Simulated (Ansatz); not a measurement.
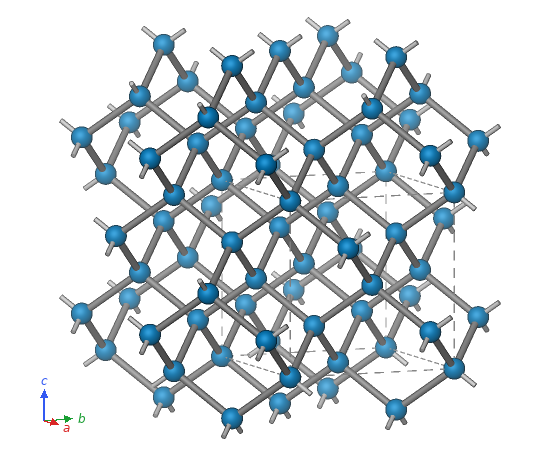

A cut-out of a periodic net derived from a crystal structure. Nodes are coloured by topological kind. Short stubs are edges that leave the cut-out.

> What net is this?

A uninodal 4-connected, three-periodic net. It is the dia net, known from diamond, zinc blende and cristobalite.

> Give point symbol and coordination sequence.

6^6, sequence 4, 12, 24, 42, 64, 92.

Where the net comes from. System AlAs (space group F-43m, No. 216); source of the atomic positions: coordinates from a relaxation (final pressure about -1.2 GPa) with DFT, PAW plane waves, r2scan in Ansatz 0.2.0. Bonds are taken as Al–As below 2.8 Å; no other contact counts. The graph is simplified in the usual way: terminal and isolated atoms are pruned, two-connected atoms become edges. Al and As are 4-connected nodes.
